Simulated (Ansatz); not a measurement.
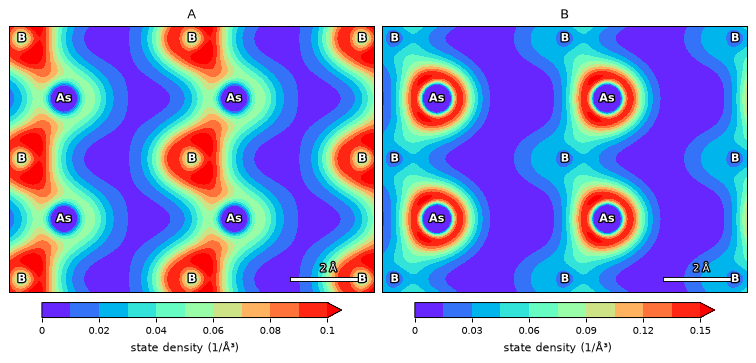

BAs: densities of the states in two energy windows, on the (110) plane of the conventional cell.

Space group F-43m; the calculation finds a residual pressure of about 3 GPa at this fixed cell.

These are results of Ansatz 0.2.0, DFT PBE, scalar-relativistic, plane waves, PAW, not measurements.

In a PAW calculation such maps are meaningful between the atoms, not at the nuclei.

```cif
data_structure
_symmetry_space_group_name_H-M 'P 1'
_symmetry_Int_Tables_number 1
_cell_length_a 4.7770
_cell_length_b 4.7770
_cell_length_c 4.7770
_cell_angle_alpha 90.000
_cell_angle_beta 90.000
_cell_angle_gamma 90.000
_cell_volume 109.01
loop_
_atom_site_label
_atom_site_type_symbol
_atom_site_fract_x
_atom_site_fract_y
_atom_site_fract_z
_atom_site_occupancy
B1 B 0.50000 0.50000 0.00000 1
B2 B 0.00000 0.50000 0.50000 1
B3 B 0.00000 0.00000 0.00000 1
B4 B 0.50000 0.00000 0.50000 1
As1 As 0.25000 0.75000 0.25000 1
As2 As 0.75000 0.75000 0.75000 1
As3 As 0.75000 0.25000 0.25000 1
As4 As 0.25000 0.25000 0.75000 1
```

Match the panels to the energy ranges (zero at the valence-band maximum): −15.4 to −11.0 eV and −8.8 to −5.9 eV.

Answer. Panel A: −8.8 to −5.9 eV, the lower third of the upper valence band, mainly As 4p (50 %), B 2s (25 %) and B 2p (15 %).
Panel B: −15.4 to −11.0 eV, a separate group of bands, mainly As 4s (55 %), B 2p (20 %) and B 2s (15 %).
The characters are Löwdin shares on a minimal set of atomic orbitals.
